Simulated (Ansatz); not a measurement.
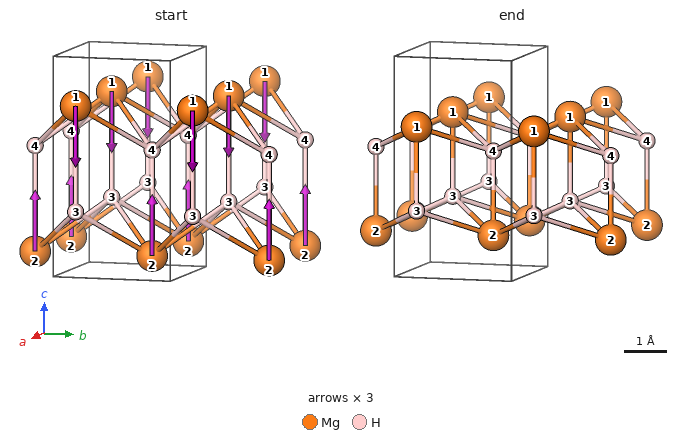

The structure of a crystal of MgH (a generated structure, set up in P4/nmm) (coarse preliminary run) before (left) and after (right) a relaxation, at one scale. The purple arrows give the displacements (the part carried along by the change of the cell is left out), 3 times their true length.

Style: ball-and-stick. Shown: the cell of the calculation, repeated 2 × 2 × 1 with one cell outlined, slightly off an axis.

Computed with DFT PBE, scalar-relativistic, plane waves, PAW (Ansatz). Set-up: plane-wave cutoff 420 eV; k-point mesh 6 × 6 × 4; occupations gaussian; smearing width 0.1 eV; no spin polarisation; cell and atoms relaxed; force threshold 0.04 eV/Å; at most 70 steps.

Question: Summarise the run.

Answer: The largest moves relative to the cell, 0.51 Å, are those of Mg1 and Mg2. Mg1 goes along −c. Largest moves by element: Mg 0.51 Å, H 0.02 Å. The volume changes by +0.7 %, with a = b 2.974 → 2.984 Å (+0.3 %), c 5.396 → 5.397 Å (0.0 %). Among the contacts that change: Mg1–Mg2 2.644 → 3.362 Å, Mg1–H3 2.591 → 2.061 Å, Mg1–H4 2.423 → 2.229 Å. The space group stays P4/nmm (No. 129). After 5 accepted moves (6 points after the start) the energy has fallen by 478 meV per atom. Largest force component: 3.9 eV/Å at the start, 0.021 eV/Å at the end. The pressure goes from 7.42 to 0.17 GPa. At 1 point the geometry stayed and the basis and grid were re-selected for the new cell (energy shift of less than 0.05 meV per atom at most each time). The run took 7.9 s on 1 thread of Intel(R) Xeon(R) Platinum 8488C (Sapphire Rapids), on a shared host, peak memory 0.34 GiB.
